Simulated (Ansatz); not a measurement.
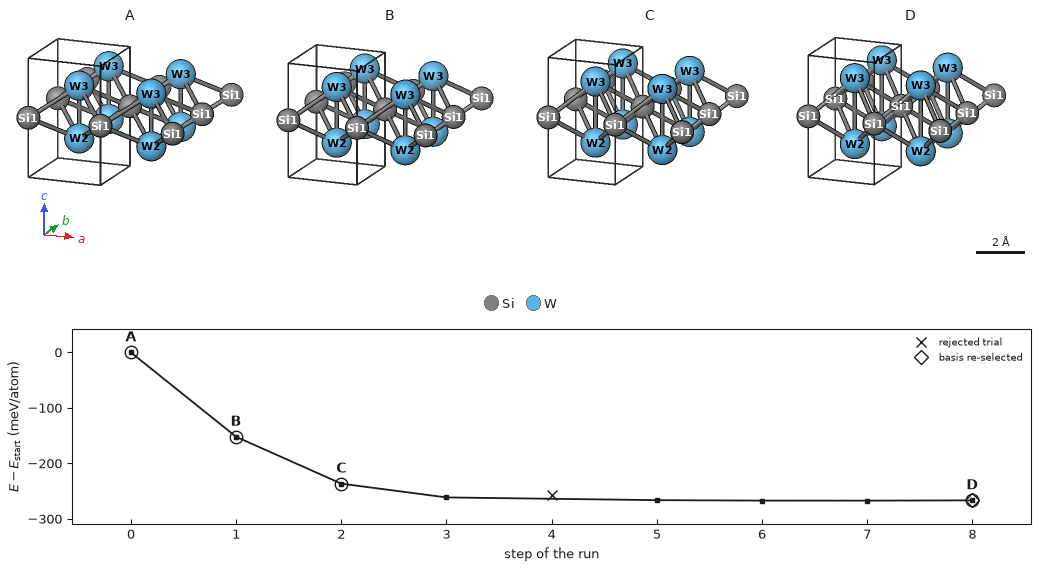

Frames of a relaxation of solid SiW2 (a generated structure, set up in P4/mmm) (coarse preliminary run), marked on the history of the run. Style: ball-and-stick. Shown: the cell of the calculation, repeated 2 × 2 × 1 with one cell outlined, slightly off an axis.

All numbers below come from DFT PBE, scalar-relativistic, plane waves, PAW in Ansatz 0.2.0.

The input:
```yaml
crystal:
  lattice:
    - [3.31415438, 0.0, 0.0]
    - [0.0, 3.31415438, 0.0]
    - [0.0, 0.0, 5.26183926]
  atoms:
    - { symbol: Si, position: [0.0, 0.0, 0.5] }
    - { symbol: W, position: [0.5, 0.5, 0.27862365] }
    - { symbol: W, position: [0.5, 0.5, 0.72137635] }
basis:
  ecutwfc: 420
kpoints:
  mp_grid: { grid: [6, 6, 4] }
hamiltonian:
  xc: pbe
scf:
  occupations: { method: gaussian, width: 0.1 }
  lower_state_search: "off"
output:
  forces: true
  stress: true
  eigenvalues: true
relax:
  adjacent_minimum: "off"
  f_tol: 0.04
  max_steps: 70
  cell: { stress_tol: 0.4 }
```

Launched with:
```bash
ansatz run input.yaml --threads 1 --pin off --max-ram 2560MiB --backend cpu --events-out ev --progress --plain --runs-dir out
```

Question: Describe the path.

Answer: The largest moves relative to the cell, 0.26 Å, are those of W2 and W3. W3 goes along +c. Si stays in place. Cell: a = b 3.314 → 3.030 Å (−8.6 %), c 5.262 → 5.388 Å (+2.4 %). Volume −14.4 %. Near-neighbour distances that change, for instance: W2–W3 2.330 → 2.907 Å, W2–W3 (another image) 2.932 → 2.481 Å, W2–W2 3.314 → 3.030 Å, Si1–W2 2.617 → 2.589 Å. Among the angles between lasting bonds that change: Si1–W3–Si1 127.1° → 111.7°, Si1–W3–W2 63.6° → 55.8°, Si1–W3–Si1 78.6° → 71.6°. The space group stays P4/mmm (No. 123). The energy falls by 267 meV per atom in 6 accepted moves (8 points after the start). Largest force component: 1.7 eV/Å at the start, 0.0088 eV/Å at the end. The pressure goes from −6.82 to −0.03 GPa. The line search rejected the trial step at point 4 of the run. The SCF was repeated once at an unchanged geometry on a basis and grid sized afresh for the cell, which shifted the energy by 0.5 meV per atom at most. Cost: 11 s on 1 thread of Intel(R) Xeon(R) 6975P-C (Granite Rapids), on a shared host, peak memory 0.39 GiB. From step 0 to 1: W atoms move most (0.11 Å), volume −13.4 %, energy −152 meV per atom. From step 1 to 2: W atoms move most (0.06 Å), volume −0.1 %, energy −84.5 meV per atom. From step 2 to 8: W atoms move most (0.08 Å), volume −1.1 %, energy −30.1 meV per atom.

```json
{"step": "0", "E − E(0), meV/atom": "0.00", "largest force component, eV/Å": "1.7479", "pressure, GPa": "-6.82", "volume, Å³/atom": "19.265", "note": ""}
{"step": "1", "E − E(0), meV/atom": "-151.96", "largest force component, eV/Å": "1.4425", "pressure, GPa": "8.20", "volume, Å³/atom": "16.691", "note": ""}
{"step": "2", "E − E(0), meV/atom": "-236.44", "largest force component, eV/Å": "0.7694", "pressure, GPa": "1.51", "volume, Å³/atom": "16.667", "note": ""}
{"step": "3", "E − E(0), meV/atom": "-261.25", "largest force component, eV/Å": "0.3497", "pressure, GPa": "3.46", "volume, Å³/atom": "16.320", "note": ""}
{"step": "4", "E − E(0), meV/atom": "-257.34", "largest force component, eV/Å": "0.8707", "pressure, GPa": "1.21", "volume, Å³/atom": "16.365", "note": "rejected"}
{"step": "5", "E − E(0), meV/atom": "-266.17", "largest force component, eV/Å": "0.0888", "pressure, GPa": "0.75", "volume, Å³/atom": "16.478", "note": ""}
{"step": "6", "E − E(0), meV/atom": "-266.99", "largest force component, eV/Å": "0.0047", "pressure, GPa": "0.20", "volume, Å³/atom": "16.482", "note": ""}
{"step": "7", "E − E(0), meV/atom": "-267.02", "largest force component, eV/Å": "0.0088", "pressure, GPa": "-0.01", "volume, Å³/atom": "16.492", "note": ""}
{"step": "8", "E − E(0), meV/atom": "-266.56", "largest force component, eV/Å": "0.0088", "pressure, GPa": "-0.03", "volume, Å³/atom": "16.492", "note": "same geometry, new basis"}
```
